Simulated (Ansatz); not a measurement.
Cell and atoms:

```yaml
crystal:
  lattice:
    - [4.98009, 0.00000, 0.00000]
    - [0.00000, 8.67321, 0.00000]
    - [-1.62359, 0.00000, 2.63245]
  atoms:
    - { symbol: Si, position: [0.71467, 0.83247, 0.14462] }
    - { symbol: C, position: [0.15980, 0.00000, 0.94964] }
    - { symbol: Si, position: [0.21467, 0.66753, 0.14462] }
    - { symbol: C, position: [0.98032, 0.85051, 0.87949] }
    - { symbol: C, position: [0.45022, 0.00000, 0.00216] }
    - { symbol: C, position: [0.98032, 0.14949, 0.87949] }
    - { symbol: Si, position: [0.21467, 0.33247, 0.14462] }
    - { symbol: C, position: [0.65980, 0.50000, 0.94964] }
    - { symbol: Si, position: [0.71467, 0.16753, 0.14462] }
    - { symbol: C, position: [0.48032, 0.35051, 0.87949] }
    - { symbol: C, position: [0.95022, 0.50000, 0.00216] }
    - { symbol: C, position: [0.48032, 0.64949, 0.87949] }
```

Describe what this structure looks like.

Answer. It has the composition SiC2. The lattice is base-centred monoclinic and the space group Cm (No. 8). Cell content 4 Si, 8 C; Z = 4. Each Si atom is coordinated by four C in a distorted tetrahedral arrangement at 1.85 to 1.95 Å. C takes three kinds of site: 2a with three C in a distorted trigonal planar arrangement at 1.37 to 1.52 Å; 4b with three Si and one C in a distorted tetrahedral arrangement (1.88 to 1.95 Å to Si, 1.52 Å to C); 2a with two Si and one C (1.85 Å to Si, 1.37 Å to C). The bonds build a three-dimensional framework.

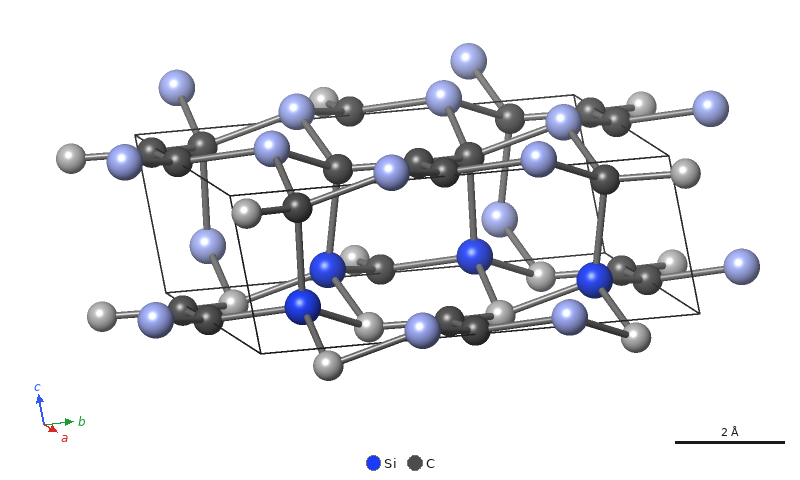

An orthographic ball-and-stick view of the structure, slightly off an axis. One conventional unit cell is framed, with atoms on its boundary repeated. Bonded neighbours in the next cells are drawn too, in fainter colours. Colours: silicon blue, carbon dark grey.

The cell started as a structure listed in the Materials Project, with elements exchanged, so it need not be a known form of the compound. The picture shows the end point of a geometry optimisation with DFT PBE+D3(BJ), scalar-relativistic, plane waves, PAW (Ansatz 0.2.0).
